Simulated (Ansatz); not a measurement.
## Geometry relaxation of Si3Se2 (part 1 of 2)

Si3Se2 (10 atoms in the cell), computed with DFT PBE, scalar-relativistic, plane waves, PAW, no spin polarisation (Ansatz 0.2.0).

The structure was made by swapping elements on the sites of another compound; it need not be a known phase. It belongs to a series of runs on one base structure; here: anti-corundum type (R-3c, No. 167).

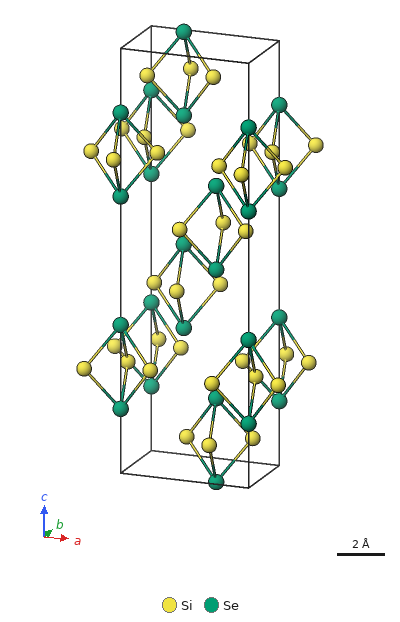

Fig. 1: The structure as given in the input (ball-and-stick view of the cell 3 times as large as that of the calculation, set on its symmetry axes, seen slightly off an axis). Near neighbours in the crystal (not all of them lie inside the picture): Si has 2 Se at 2.47 Å; Se has 3 Si at 2.47 Å.

**The input**
```yaml
crystal:
  lattice:
    - [3.6206161804, 2.0903637264, 6.1515514004]
    - [-3.6206161804, 2.0903637264, 6.1515514004]
    - [0.0, -4.1807274528, 6.1515514004]
  atoms:
    - { symbol: Si, position: [0.4807227727, 0.0192772273, 0.25] }
    - { symbol: Si, position: [0.25, 0.4807227727, 0.0192772273] }
    - { symbol: Si, position: [0.0192772273, 0.25, 0.4807227727] }
    - { symbol: Si, position: [0.5192772273, 0.9807227727, 0.75] }
    - { symbol: Si, position: [0.75, 0.5192772273, 0.9807227727] }
    - { symbol: Si, position: [0.9807227727, 0.75, 0.5192772273] }
    - { symbol: Se, position: [0.3485891563, 0.3485891563, 0.3485891563] }
    - { symbol: Se, position: [0.1514108437, 0.1514108437, 0.1514108437] }
    - { symbol: Se, position: [0.6514108437, 0.6514108437, 0.6514108437] }
    - { symbol: Se, position: [0.8485891563, 0.8485891563, 0.8485891563] }
basis:
  ecutwfc: 420
kpoints:
  mp_grid: { grid: [6, 6, 6] }
hamiltonian:
  xc: pbe
scf:
  occupations: { method: gaussian, width: 0.01 }
output:
  forces: true
  stress: true
  eigenvalues: true
  write_density: true
  write_potential: true
  elf: true
  volumetric_format: npy
relax:
  adjacent_minimum: "off"
  f_tol: 0.01
  max_steps: 80
  cell: { stress_tol: 0.05 }
```

Run on 1 thread of Intel Xeon (Sapphire Rapids), 192 GiB of memory available, shared host.

Launched with:
```bash
ansatz run input.yaml --threads 1 --pin off --max-ram 2560MiB --backend cpu --events-out ev --progress --plain --runs-dir out
```

**What the program printed**
```
Engine: ansatz 0.2.0, x86_64-unknown-linux-gnu
Pseudopotentials: kind: paw
Pseudopotential: Si, paw, valence charge 4, recommended cutoff 420 eV (normal), Si.paw.azcp
Pseudopotential: Se, paw, valence charge 16, recommended cutoff 420 eV (normal), Se.paw.azcp
Functional definition: PBE
  parameter kappa = 0.804
  parameter beta = 0.06672455060314922
  exchange = pbe_x(kappa = kappa, mu = beta*pi^2/3)
  correlation = pbe_c(beta = beta)
Crystal: 10 atoms, lattice volume = 279.345 Å³
Basis set: ecut = 420 eV, 5457 PW (Γ), exchange–correlation on 100×100×100 points (8 copies of the dense FFT grid, shifted against one another)
Bands: 54, of which v1, the nominal top of the filled ones, is band 44 counted from 1 (43 counted from 0)
Symmetry: 12 space group operations
Space group: R-3c (ITA 167), of the structure as read, at distance tolerance 6.5e-5 Å
k-points: 32 of 216
Non-local potential: Si, projectors of the file, l = 0: 2, l = 1: 2, l = 2: 2
Non-local potential: Se, projectors of the file, l = 0: 2, l = 1: 2, l = 2: 3, l = 3: 1
PAW form: soft (Blöchl's): semilocal exchange-correlation on the pseudo side does not see the compensation charge
PAW one-centre angular grid: Si, 110 points (default); XC on 64 Gauss nodes
PAW one-centre angular grid: Se, 590 points (default); XC on 64 Gauss nodes
Initial density: superposition of atomic densities (neutral atoms: chi_scale 0, normalization atom), corrected by the library's trained network
Initial wavefunctions: pseudopotential atomic-orbital guess
Functional: x = pbe(κ = 0.804, μ = 0.2195149727645171), c = pbe(β = 0.06672455060314922)
SCF iter   1: F=—  HF=-25685.365889 eV  |F-HF|=—  |Δ(HF+E_count)|=         —  Δρ=2.96e-3  dr2=2.89e-2  ethr=1.77e-3  ⟨swp⟩=6.3  Hψ=6963  notcnv=0  defer=1
preconditioner: auto → LDOS  [insulator: Δε(μ)=0.043 eV  Ē_g=7.918 eV  σ=0.010 eV  W_gap=0.72  n_scr=58 (ndim 8)  ℏωp=15.4 eV  f_vac=0.081  D(μ)=3.53/eV (n_scr^D=14)  ε∞_Penn≈4.8  β→1.0]
SCF iter   2: F=—  HF=-25685.368681 eV  |F-HF|=—  |Δ(HF+E_count)|=   2.79e-3  Δρ=6.57e-4  dr2=1.19e-3  ethr=3.28e-5  ⟨swp⟩=2.7  Hψ=2947  notcnv=0  defer=102
SCF iter   3: F=—  HF=-25685.368758 eV  |F-HF|=—  |Δ(HF+E_count)|=   7.68e-5  Δρ=1.89e-4  dr2=1.99e-4  ethr=1.35e-6  ⟨swp⟩=2.0  Hψ=3252  notcnv=0  defer=102
SCF iter   4: F=—  HF=-25685.368686 eV  |F-HF|=—  |Δ(HF+E_count)|=   7.18e-5  Δρ=9.59e-5  dr2=4.72e-5  ethr=2.27e-7  ⟨swp⟩=2.0  Hψ=3033  notcnv=0  defer=102
SCF iter   5: F=—  HF=-25685.368644 eV  |F-HF|=—  |Δ(HF+E_count)|=   4.16e-5  Δρ=2.40e-5  dr2=2.47e-6  ethr=5.36e-8  ⟨swp⟩=2.0  Hψ=2265  notcnv=0  defer=102
SCF iter   6: F=—  HF=-25685.368644 eV  |F-HF|=—  |Δ(HF+E_count)|=   1.61e-7  Δρ=6.77e-6  dr2=1.81e-7  ethr=2.81e-9  ⟨swp⟩=2.0  Hψ=2393  notcnv=0  defer=102
SCF iter   7: F=-25685.368644 eV  HF=-25685.368644 eV  |F-HF|=5.18e-9  |Δ(HF+E_count)|=   5.68e-8  Δρ=2.37e-6  dr2=2.12e-8  ethr=1.14e-10  ⟨swp⟩=14.3  Hψ=13457  notcnv=0
SCF 1 converged in 7 iterations: F = -25685.368644 eV  dr2 = 2.12e-8
  greatest PAW one-centre occupation: 1.000 electrons in one spin orbital (limit 2), on the Se atom at site 9 (counted from 0), in its partial waves of l = 2
relax step   1: F+E_penalty+E_count = -25685.36864432 eV  Δ(F+E_penalty+E_count) = +0.000e0 eV  max|allowed force component| = 1.869e-2 eV/Å  Δτ_max = 0.0000 Å  P = +0.327 GPa  Ω = 279.345 Å³  (7 SCF iters, dr2 threshold 1.00e-7 eV, accepted)
Crystal: 10 atoms, lattice volume = 286.960 Å³
Basis set: ecut = 420 eV, 5613 PW (Γ), exchange–correlation on 100×100×100 points (8 copies of the dense FFT grid, shifted against one another)
Initial density: handed on by an earlier stage of this run
Initial wavefunctions: those handed on with the density
iter 1 solved again at ethr=2.68e-6 eV; its pass at ethr=3.10e-3 eV (dr2=2.36e-3 eV) is discarded
SCF iter   1: F=—  HF=-25685.375030 eV  |F-HF|=—  |Δ(HF+E_count)|=         —  Δρ=9.59e-4  dr2=2.41e-3  ethr=2.68e-6  ⟨swp⟩=5.0  Hψ=7872  notcnv=0
preconditioner: auto → LDOS  [insulator: Δε(μ)=0.022 eV  Ē_g=7.900 eV  σ=0.010 eV  W_gap=0.69  n_scr=58 (ndim 8)  ℏωp=15.2 eV  f_vac=0.095  D(μ)=3.43/eV (n_scr^D=14)  ε∞_Penn≈4.7  β→1.0]
SCF iter   2: F=—  HF=-25685.375222 eV  |F-HF|=—  |Δ(HF+E_count)|=   1.92e-4  Δρ=4.27e-4  dr2=1.15e-3  ethr=2.68e-6  ⟨swp⟩=3.2  Hψ=3030  notcnv=0
SCF iter   3: F=—  HF=-25685.374912 eV  |F-HF|=—  |Δ(HF+E_count)|=   3.10e-4  Δρ=1.25e-4  dr2=1.23e-4  ethr=1.31e-6  ⟨swp⟩=2.2  Hψ=2811  notcnv=0
SCF iter   4: F=—  HF=-25685.374860 eV  |F-HF|=—  |Δ(HF+E_count)|=   5.14e-5  Δρ=2.79e-5  dr2=4.00e-6  ethr=1.40e-7  ⟨swp⟩=2.0  Hψ=2365  notcnv=0
SCF iter   5: F=-25685.374861 eV  HF=-25685.374861 eV  |F-HF|=3.60e-8  |Δ(HF+E_count)|=   3.82e-7  Δρ=5.01e-6  dr2=1.25e-7  ethr=4.78e-10  ⟨swp⟩=10.2  Hψ=13122  notcnv=0
SCF 2 converged in 5 iterations: F = -25685.374861 eV  dr2 = 1.25e-7
relax step   2: F+E_penalty+E_count = -25685.37486073 eV  Δ(F+E_penalty+E_count) = -6.216e-3 eV  max|allowed force component| = 1.117e-2 eV/Å  Δτ_max = 0.0155 Å  P = -0.055 GPa  Ω = 286.960 Å³  energy of the carried Pulay correction = -4.813e-4 eV  (5 SCF iters, dr2 threshold 4.21e-7 eV, accepted)
Crystal: 10 atoms, lattice volume = 286.427 Å³
Basis set: ecut = 420 eV, 5607 PW (Γ), exchange–correlation on 100×100×100 points (8 copies of the dense FFT grid, shifted against one another)
iter 1 solved again at ethr=1.34e-7 eV; its pass at ethr=3.10e-3 eV (dr2=1.18e-4 eV) is discarded
SCF iter   1: F=—  HF=-25685.375255 eV  |F-HF|=—  |Δ(HF+E_count)|=         —  Δρ=1.37e-4  dr2=1.13e-4  ethr=1.34e-7  ⟨swp⟩=4.5  Hψ=7304  notcnv=0
preconditioner: auto → LDOS  [insulator: Δε(μ)=0.025 eV  Ē_g=7.901 eV  σ=0.010 eV  W_gap=0.76  n_scr=58 (ndim 8)  ℏωp=15.2 eV  f_vac=0.093  D(μ)=3.83/eV (n_scr^D=14)  ε∞_Penn≈4.7  β→1.0]
SCF iter   2: F=—  HF=-25685.375240 eV  |F-HF|=—  |Δ(HF+E_count)|=   1.47e-5  Δρ=8.54e-5  dr2=4.80e-5  ethr=1.28e-7  ⟨swp⟩=2.0  Hψ=2439  notcnv=0
SCF iter   3: F=—  HF=-25685.375254 eV  |F-HF|=—  |Δ(HF+E_count)|=   1.39e-5  Δρ=2.18e-5  dr2=3.78e-6  ethr=5.46e-8  ⟨swp⟩=2.0  Hψ=2386  notcnv=0
SCF iter   4: F=—  HF=-25685.375202 eV  |F-HF|=—  |Δ(HF+E_count)|=   5.19e-5  Δρ=5.36e-6  dr2=1.60e-7  ethr=4.30e-9  ⟨swp⟩=2.0  Hψ=2415  notcnv=0
SCF iter   5: F=-25685.375202 eV  HF=-25685.375202 eV  |F-HF|=2.22e-9  |Δ(HF+E_count)|=   3.60e-9  Δρ=9.51e-7  dr2=2.87e-9  ethr=2.02e-11  ⟨swp⟩=9.8  Hψ=12112  notcnv=0
SCF 3 converged in 5 iterations: F = -25685.375202 eV  dr2 = 2.87e-9
  greatest PAW one-centre occupation: 1.000 electrons in one spin orbital (limit 2), on the Se atom at site 8 (counted from 0), in its partial waves of l = 2
relax step   3: F+E_penalty+E_count = -25685.37520200 eV  Δ(F+E_penalty+E_count) = -3.413e-4 eV  max|allowed force component| = 6.093e-3 eV/Å  Δτ_max = 0.0001 Å  P = -0.010 GPa  Ω = 286.427 Å³  energy of the carried Pulay correction = -4.480e-4 eV  (5 SCF iters, dr2 threshold 1.78e-8 eV, accepted)
Crystal: 10 atoms, lattice volume = 286.007 Å³
Basis set: ecut = 420 eV, 5595 PW (Γ), exchange–correlation on 100×100×100 points (8 copies of the dense FFT grid, shifted against one another)
iter 1 solved again at ethr=2.18e-7 eV; its pass at ethr=3.10e-3 eV (dr2=1.92e-4 eV) is discarded
SCF iter   1: F=—  HF=-25685.375687 eV  |F-HF|=—  |Δ(HF+E_count)|=         —  Δρ=3.14e-4  dr2=1.94e-4  ethr=2.18e-7  ⟨swp⟩=3.3  Hψ=8173  notcnv=0
preconditioner: auto → LDOS  [insulator: Δε(μ)=0.026 eV  Ē_g=7.906 eV  σ=0.010 eV  W_gap=0.77  n_scr=58 (ndim 8)  ℏωp=15.2 eV  f_vac=0.094  D(μ)=3.85/eV (n_scr^D=14)  ε∞_Penn≈4.7  β→1.0]
SCF iter   2: F=—  HF=-25685.375675 eV  |F-HF|=—  |Δ(HF+E_count)|=   1.19e-5  Δρ=1.02e-4  dr2=4.81e-5  ethr=2.18e-7  ⟨swp⟩=2.0  Hψ=2765  notcnv=0
SCF iter   3: F=—  HF=-25685.375688 eV  |F-HF|=—  |Δ(HF+E_count)|=   1.37e-5  Δρ=3.60e-5  dr2=1.03e-5  ethr=5.47e-8  ⟨swp⟩=3.0  Hψ=3144  notcnv=0
SCF iter   4: F=—  HF=-25685.375687 eV  |F-HF|=—  |Δ(HF+E_count)|=   1.91e-6  Δρ=7.46e-6  dr2=2.30e-7  ethr=1.17e-8  ⟨swp⟩=2.0  Hψ=2365  notcnv=0
SCF iter   5: F=—  HF=-25685.375636 eV  |F-HF|=—  |Δ(HF+E_count)|=   5.05e-5  Δρ=1.58e-6  dr2=1.00e-8  ethr=2.61e-10  ⟨swp⟩=2.0  Hψ=2495  notcnv=0
SCF iter   6: F=—  HF=-25685.375636 eV  |F-HF|=—  |Δ(HF+E_count)|=   4.95e-9  Δρ=3.37e-7  dr2=4.73e-10  ethr=1.14e-11  ⟨swp⟩=3.0  Hψ=3136  notcnv=0
SCF iter   7: F=-25685.375636 eV  HF=-25685.375636 eV  |F-HF|=2.91e-11  |Δ(HF+E_count)|=  1.02e-10  Δρ=1.29e-7  dr2=6.74e-11  ethr=1.00e-12  ⟨swp⟩=8.1  Hψ=9506  notcnv=0
SCF 4 converged in 7 iterations: F = -25685.375636 eV  dr2 = 6.74e-11
relax step   4: F+E_penalty+E_count = -25685.37563603 eV  Δ(F+E_penalty+E_count) = -4.340e-4 eV  max|allowed force component| = 8.230e-3 eV/Å  Δτ_max = 0.0060 Å  P = +0.035 GPa  Ω = 286.007 Å³  energy of the carried Pulay correction = -4.218e-4 eV  (7 SCF iters, accepted)
Crystal: 10 atoms, lattice volume = 285.891 Å³
Basis set: ecut = 420 eV, 5583 PW (Γ), exchange–correlation on 100×100×100 points (8 copies of the dense FFT grid, shifted against one another)
iter 1 solved again at ethr=1.68e-6 eV; its pass at ethr=3.10e-3 eV (dr2=1.47e-3 eV) is discarded
SCF iter   1: F=—  HF=-25685.376401 eV  |F-HF|=—  |Δ(HF+E_count)|=         —  Δρ=8.67e-4  dr2=1.43e-3  ethr=1.68e-6  ⟨swp⟩=4.5  Hψ=8963  notcnv=0
preconditioner: auto → LDOS  [insulator: Δε(μ)=0.016 eV  Ē_g=7.910 eV  σ=0.010 eV  W_gap=0.61  n_scr=58 (ndim 8)  ℏωp=15.2 eV  f_vac=0.095  D(μ)=3.46/eV (n_scr^D=14)  ε∞_Penn≈4.7  β→1.0]
SCF iter   2: F=—  HF=-25685.376412 eV  |F-HF|=—  |Δ(HF+E_count)|=   1.11e-5  Δρ=3.41e-4  dr2=6.28e-4  ethr=1.62e-6  ⟨swp⟩=3.6  Hψ=3495  notcnv=0
SCF iter   3: F=—  HF=-25685.376231 eV  |F-HF|=—  |Δ(HF+E_count)|=   1.80e-4  Δρ=9.47e-5  dr2=7.13e-5  ethr=7.13e-7  ⟨swp⟩=2.0  Hψ=2815  notcnv=0
SCF iter   4: F=—  HF=-25685.376238 eV  |F-HF|=—  |Δ(HF+E_count)|=   6.93e-6  Δρ=1.95e-5  dr2=1.47e-6  ethr=8.10e-8  ⟨swp⟩=2.0  Hψ=2363  notcnv=0
SCF iter   5: F=—  HF=-25685.376189 eV  |F-HF|=—  |Δ(HF+E_count)|=   4.94e-5  Δρ=3.65e-6  dr2=5.59e-8  ethr=1.67e-9  ⟨swp⟩=2.0  Hψ=2491  notcnv=0
SCF iter   6: F=-25685.376189 eV  HF=-25685.376189 eV  |F-HF|=4.37e-11  |Δ(HF+E_count)|=   5.05e-8  Δρ=8.54e-7  dr2=3.61e-9  ethr=1.19e-11  ⟨swp⟩=9.7  Hψ=10646  notcnv=0
SCF 5 converged in 6 iterations: F = -25685.376189 eV  dr2 = 3.61e-9
relax step   5: F+E_penalty+E_count = -25685.37618902 eV  Δ(F+E_penalty+E_count) = -5.530e-4 eV  max|allowed force component| = 1.769e-2 eV/Å  Δτ_max = 0.0181 Å  P = +0.080 GPa  Ω = 285.891 Å³  energy of the carried Pulay correction = -4.145e-4 eV  (6 SCF iters, dr2 threshold 1.05e-8 eV, accepted)
Crystal: 10 atoms, lattice volume = 286.505 Å³
iter 1 solved again at ethr=2.38e-7 eV; its pass at ethr=3.10e-3 eV (dr2=2.09e-4 eV) is discarded
SCF iter   1: F=—  HF=-25685.376414 eV  |F-HF|=—  |Δ(HF+E_count)|=         —  Δρ=1.97e-4  dr2=2.56e-4  ethr=2.38e-7  ⟨swp⟩=4.1  Hψ=6911  notcnv=0  defer=1
preconditioner: auto → LDOS  [insulator: Δε(μ)=0.016 eV  Ē_g=7.903 eV  σ=0.010 eV  W_gap=0.61  n_scr=58 (ndim 8)  ℏωp=15.2 eV  f_vac=0.095  D(μ)=3.50/eV (n_scr^D=14)  ε∞_Penn≈4.7  β→1.0]
SCF iter   2: F=—  HF=-25685.376408 eV  |F-HF|=—  |Δ(HF+E_count)|=   6.72e-6  Δρ=1.71e-4  dr2=2.04e-4  ethr=2.38e-7  ⟨swp⟩=2.0  Hψ=3454  notcnv=0
SCF iter   3: F=—  HF=-25685.376349 eV  |F-HF|=—  |Δ(HF+E_count)|=   5.87e-5  Δρ=2.43e-5  dr2=3.35e-6  ethr=2.32e-7  ⟨swp⟩=2.0  Hψ=2465  notcnv=0
SCF iter   4: F=—  HF=-25685.376316 eV  |F-HF|=—  |Δ(HF+E_count)|=   3.32e-5  Δρ=6.50e-6  dr2=1.99e-7  ethr=3.81e-9  ⟨swp⟩=2.0  Hψ=2495  notcnv=0
SCF iter   5: F=-25685.376316 eV  HF=-25685.376316 eV  |F-HF|=7.70e-9  |Δ(HF+E_count)|=   3.76e-8  Δρ=1.61e-6  dr2=8.29e-9  ethr=2.61e-11  ⟨swp⟩=12.3  Hψ=12562  notcnv=0
SCF 6 converged in 5 iterations: F = -25685.376316 eV  dr2 = 8.29e-9
relax step   6: F+E_penalty+E_count = -25685.37631590 eV  Δ(F+E_penalty+E_count) = -1.269e-4 eV  max|allowed force component| = 3.900e-3 eV/Å  Δτ_max = 0.0030 Å  P = -0.006 GPa  Ω = 286.505 Å³  energy of the carried Pulay correction = -4.529e-4 eV  (5 SCF iters, dr2 threshold 2.30e-8 eV, accepted)
Basis set: ecut = 420 eV, 5583 PW (Γ), exchange–correlation on 108×108×108 points (8 copies of the dense FFT grid, shifted against one another)
Initial wavefunctions: pseudopotential atomic-orbital guess (no wavefunctions were taken with the density)
iter 1 solved again at ethr=2.08e-7 eV; its pass at ethr=3.10e-3 eV (dr2=1.83e-4 eV) is discarded
SCF iter   1: F=—  HF=-25685.360306 eV  |F-HF|=—  |Δ(HF+E_count)|=         —  Δρ=3.94e-4  dr2=1.15e-5  ethr=2.08e-7  ⟨swp⟩=3.7  Hψ=11707  notcnv=0
preconditioner: auto → LDOS  [insulator: Δε(μ)=0.016 eV  Ē_g=7.903 eV  σ=0.010 eV  W_gap=0.61  n_scr=58 (ndim 8)  ℏωp=15.2 eV  f_vac=0.095  D(μ)=3.46/eV (n_scr^D=14)  ε∞_Penn≈4.7  β→1.0]
SCF iter   2: F=—  HF=-25685.376916 eV  |F-HF|=—  |Δ(HF+E_count)|=   1.66e-2  Δρ=2.05e-5  dr2=3.92e-6  ethr=1.31e-8  ⟨swp⟩=3.0  Hψ=3420  notcnv=0
SCF iter   3: F=—  HF=-25685.376862 eV  |F-HF|=—  |Δ(HF+E_count)|=   5.35e-5  Δρ=1.35e-5  dr2=8.00e-7  ethr=4.45e-9  ⟨swp⟩=2.1  Hψ=2396  notcnv=0
SCF iter   4: F=—  HF=-25685.376869 eV  |F-HF|=—  |Δ(HF+E_count)|=   6.69e-6  Δρ=3.48e-6  dr2=6.01e-8  ethr=9.09e-10  ⟨swp⟩=2.0  Hψ=2405  notcnv=0
SCF iter   5: F=—  HF=-25685.376869 eV  |F-HF|=—  |Δ(HF+E_count)|=   6.91e-7  Δρ=1.04e-6  dr2=7.04e-9  ethr=6.83e-11  ⟨swp⟩=2.3  Hψ=2397  notcnv=0
SCF iter   6: F=—  HF=-25685.376869 eV  |F-HF|=—  |Δ(HF+E_count)|=   4.39e-8  Δρ=2.24e-7  dr2=2.42e-10  ethr=8.00e-12  ⟨swp⟩=2.3  Hψ=2427  notcnv=0
SCF iter   7: F=-25685.376869 eV  HF=-25685.376869 eV  |F-HF|=0.00e0  |Δ(HF+E_count)|=  8.15e-10  Δρ=4.44e-8  dr2=6.17e-12  ethr=1.00e-12  ⟨swp⟩=7.0  Hψ=7800  notcnv=0
SCF 7 converged in 7 iterations: F = -25685.376869 eV  dr2 = 6.17e-12
relax step   7: F+E_penalty+E_count = -25685.37686945 eV  Δ(F+E_penalty+E_count) = -5.536e-4 eV  max|allowed force component| = 4.025e-3 eV/Å  Δτ_max = 0.0000 Å  P = -0.003 GPa  Ω = 286.505 Å³  stress off target by 1.32e-2 GPa  SCF on the basis re-selected at this cell (its energy is not comparable with the rows above)  (7 SCF iters)
```

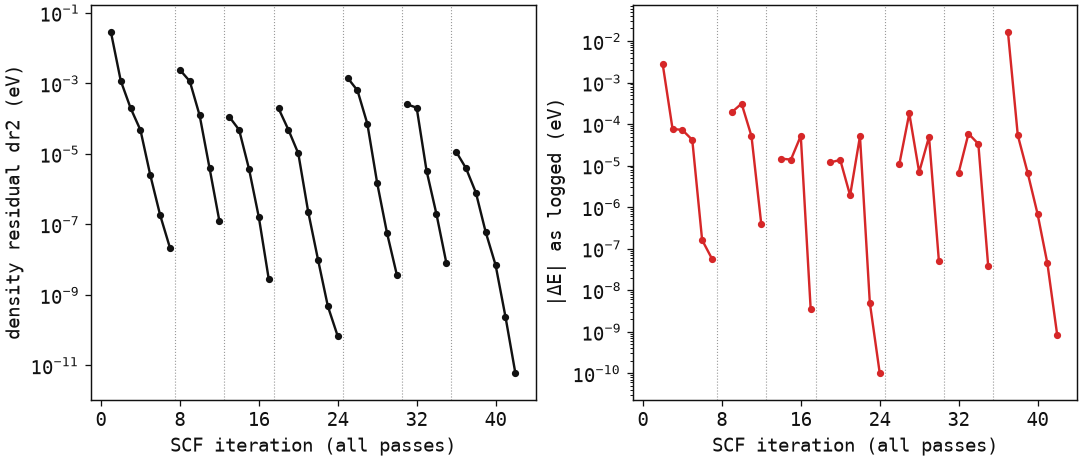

Fig. 2: Convergence of the self-consistent field: density residual dr2 and size of the energy change against the SCF iteration. The dotted lines part the SCF passes of the relaxation: geometry steps, rejected trials and re-solves on a re-selected basis. The 7 passes take 5 to 7 iterations each, 42 in all.

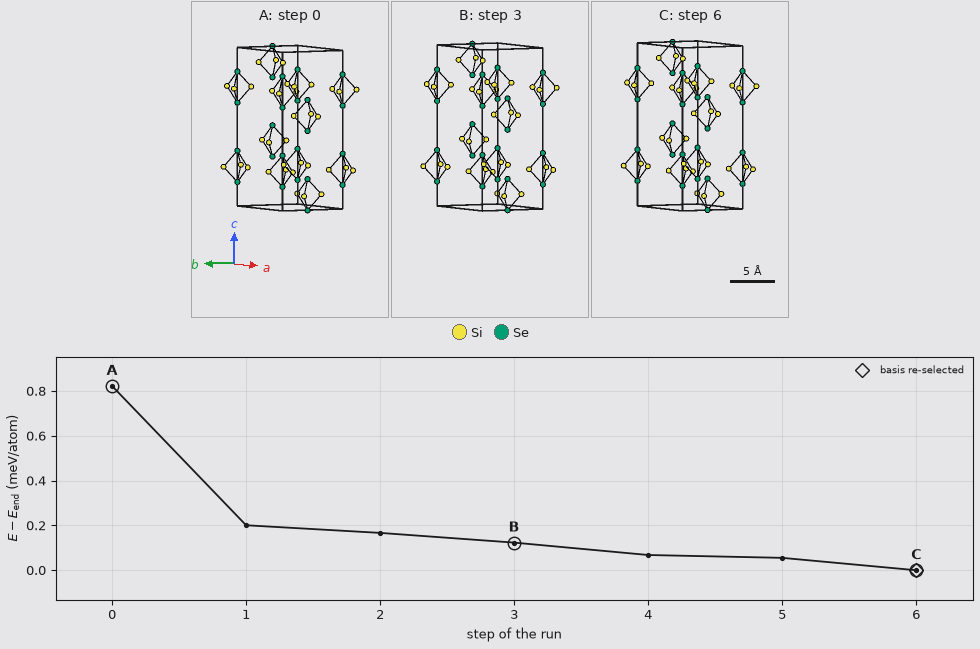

Fig. 3: Frames of the relaxation (ball-and-stick view of the cell 3 times as large as that of the calculation, set on its symmetry axes, with bonded neighbours outside it, seen at an oblique angle) above the curves, on which the letters mark them (the first geometry is step 0 here and step 1 in the log).
